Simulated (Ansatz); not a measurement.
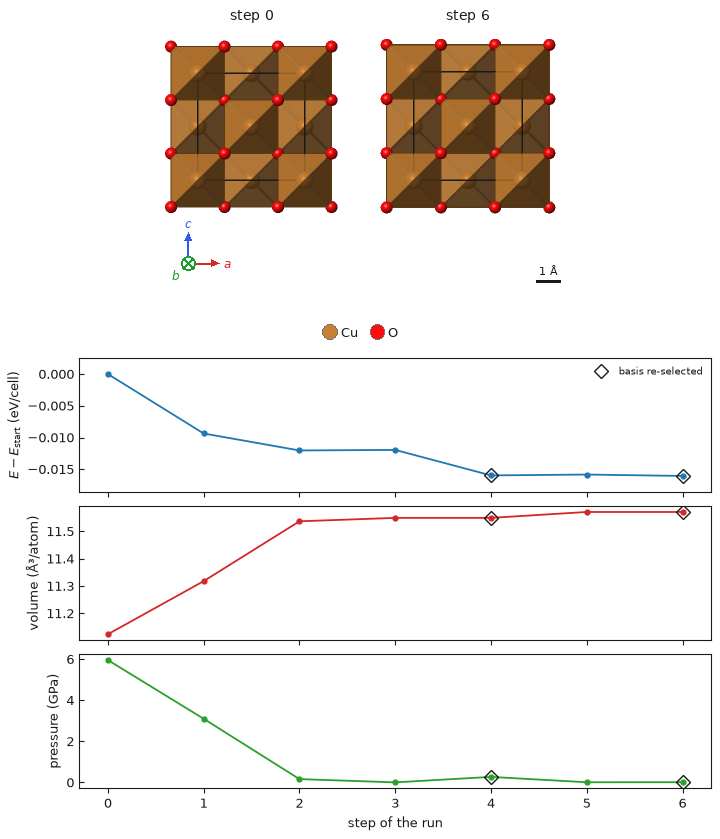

First and last geometry of a relaxation of solid CuO (a generated structure, set up in F-43m), with the history of the run. The picture is a polyhedral view of the conventional cell (4 times the calculation's cell), seen along the b axis. Lengths and directions refer to the drawn axes.

Case: cell and atoms relaxed from a first guess.

Method: DFT, PBE, PAW with Ansatz's default frozen-core files, scalar-relativistic (Ansatz). Set-up: plane-wave cutoff 420 eV; k-point mesh 16 × 16 × 16; occupations fermi dirac; smearing width 0.05 eV; no spin polarisation; cell and atoms relaxed; force threshold 0.005 eV/Å; at most 80 steps.

**Did the run converge, and what did it change?**

It converged. The atoms keep their places relative to the cell (all moves are under 0.005 Å). The drawn cell changes as follows: a = b = c 4.465 → 4.524 Å (+1.3 %); the volume changes by +4.0 %. Some distances before and after: Cu–O 1.933 → 1.959 Å. The space group stays F-43m (No. 216). After 4 accepted moves (6 points after the start) the energy has fallen by 16.1 meV per cell of the calculation. All forces vanish by symmetry, so only the cell relaxes. Pressure: 5.95 GPa at the start and 0.01 GPa at the end. At 2 points the geometry stayed and the basis and grid were re-selected for the new cell (energy shift of 4.0 meV per cell of the calculation at most each time). Cost: 31 s on 1 thread of Arm Neoverse V2 (shared host), peak memory 0.36 GiB.
